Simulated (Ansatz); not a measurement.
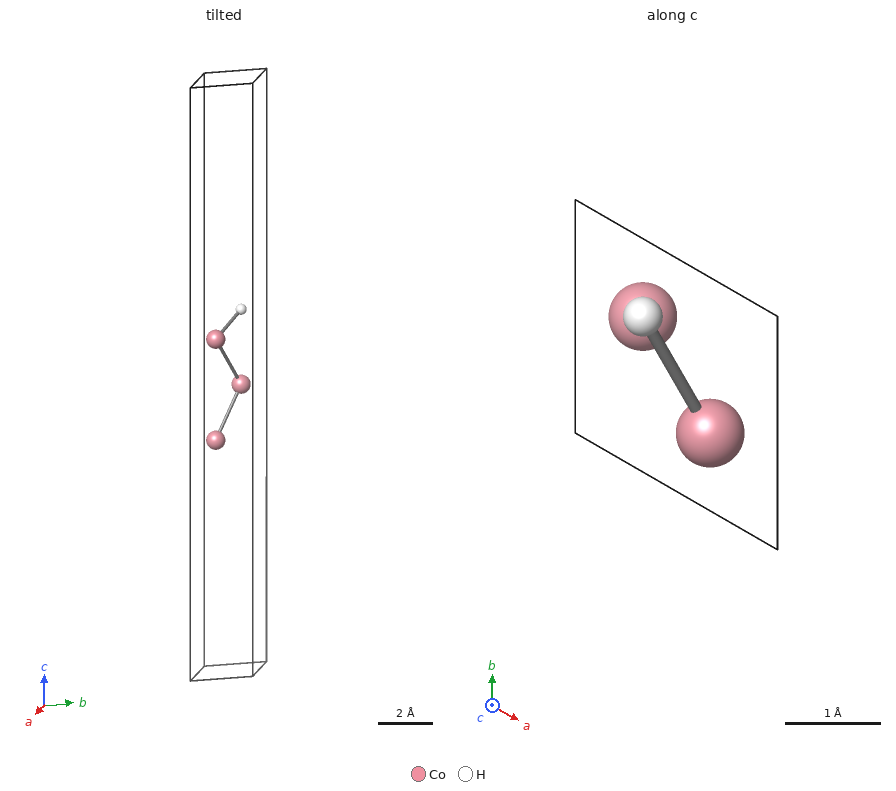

View slightly off an axis and along the c axis, drawn as a ball-and-stick model. Thin lines show the simulation cell, with boundary atoms drawn in all their periodic places.

The material is Co₃H. It has 4 atoms to the cell (3 Co, 1 H). The neighbours of H are three Co in a trigonal pyramidal arrangement at about 1.7 Å. The bonds build Co3H layers parallel to (001).

It goes back to a structure listed in the Materials Project, from which a slab was cut and an adsorbate added. The atoms were relaxed in a fixed cell with Ansatz 0.2.0, DFT PBEsol, scalar-relativistic, plane waves, PAW, but for one held in place.
